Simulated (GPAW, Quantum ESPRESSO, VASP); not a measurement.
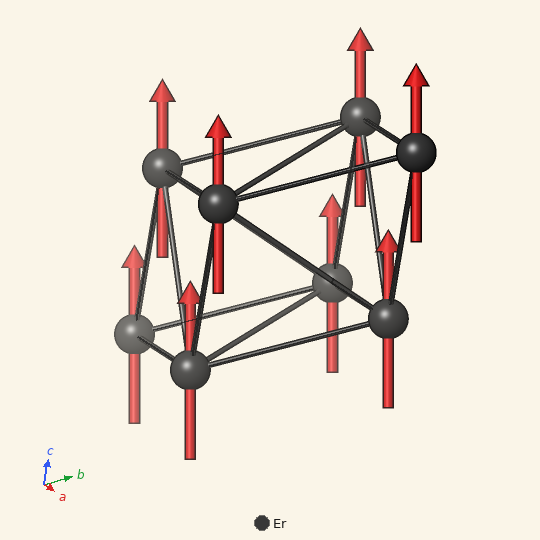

Er, face-centred cubic (Cu type), space group Fm-3m (No. 225), a = 4.960 Å, b = 4.960 Å, c = 4.960 Å, α = 90.00°, β = 90.00°, γ = 90.00°. The run's cell of 1 atom, with the site moments from VASP (PBE potentials, release 64 Er) as arrows (above 0.25 μB; red up, blue down). The cell is a structure listed in the Materials Project. This isn't the form of Er at room conditions, which is hcp.

One fixed geometry in three programs or potential sets. Alike in all runs: functional PBE; k mesh 9 × 9 × 9 on the run's cell of 1 atom; occupations fermi-dirac, width 0.05 eV; collinear spin, ferromagnetic start; no spin-orbit coupling. All runs are metallic.

| program | pressure (GPa) | net moment (μB per cell of 1) |
| --- | --- | --- |
| VASP (PBE potentials, release 64 Er) | 2.8 | 2.42 |
| GPAW (PAW data 1.2.1) | 3.1 | 2.17 |
| Quantum ESPRESSO (SSSP 1.3 efficiency) | ? | ? |

**Estimate the row of Quantum ESPRESSO (SSSP 1.3 efficiency).**

A pressure of 1.6 GPa and a moment of 2.28 μB. The other rows span 2.8 to 3.1 GPa and 2.17 to 2.42 μB.

**Is this cell larger or smaller than the equilibrium cell of this functional?**

Smaller: all pressures given are positive (1.6 to 3.1 GPa), so its volume would grow.

Plane-wave pressures hold the error of each finite cutoff. Each run keeps the magnetic state that it reached from a ferromagnetic start.

Notes on single rows: GPAW (PAW data 1.2.1): one-centre terms of the f shell are cut off.

Caveat: semilocal functionals without U treat localised f shells poorly, and where the shell is open runs can settle in different occupations.
